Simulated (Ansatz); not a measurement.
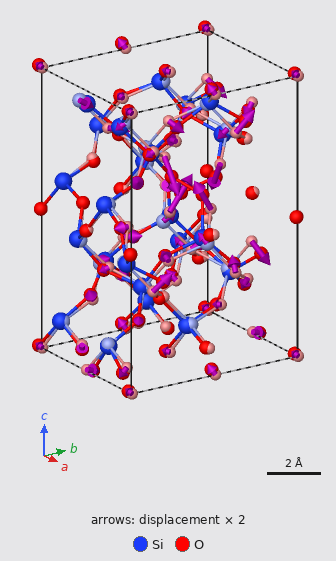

A relaxation of a defect cell of composition Si$_{23}$O$_{48}$. The starting structure is drawn faded, the final one solid; purple arrows show the displacements, 2 times their true length.

Style: ball-and-stick. Shown: the cell of the calculation (origin shifted), slightly off an axis.

These are results of DFT, PBEsol, PAW, plane waves in Ansatz 0.2.0, not measurements. Set-up: plane-wave cutoff 420 eV; k-point mesh 1 × 1 × 1; mesh shifted by (0.25, 0.25, 0.25); no spin polarisation; atoms relaxed in a fixed cell; force threshold 0.03 eV/Å; at most 80 steps.

> Atoms of which element are displaced furthest, and by how much?

Oxygen: up to 0.89 Å, against 0.39 Å for silicon.

> What happened in the run?

The largest moves, 0.89 Å, are those of O atoms. Largest moves by element: O 0.89 Å, Si 0.39 Å. The cell doesn't change. Some distances before and after: O–O 2.693 → 1.462 Å, O–O 2.665 → 1.462 Å, O–Si 1.572 → 1.700 Å, O–Si 1.686 → 1.611 Å. New bonds form: O–O (2.67 → 1.46 Å), O–O (2.69 → 1.46 Å). Among the angles between lasting bonds that change: Si–O–Si 144.2° → 157.1°, Si–O–Si 140.2° → 152.9°, Si–O–Si 144.1° → 155.7°. Over 13 geometry steps the energy falls by 4.795 eV per cell of the calculation. The largest force component goes from 2.2 to 0.015 eV/Å. Cost: 17 s on 1 × NVIDIA GB300 Max-Q with 8 threads of Arm Neoverse-V2, peak memory 1.9 GiB.
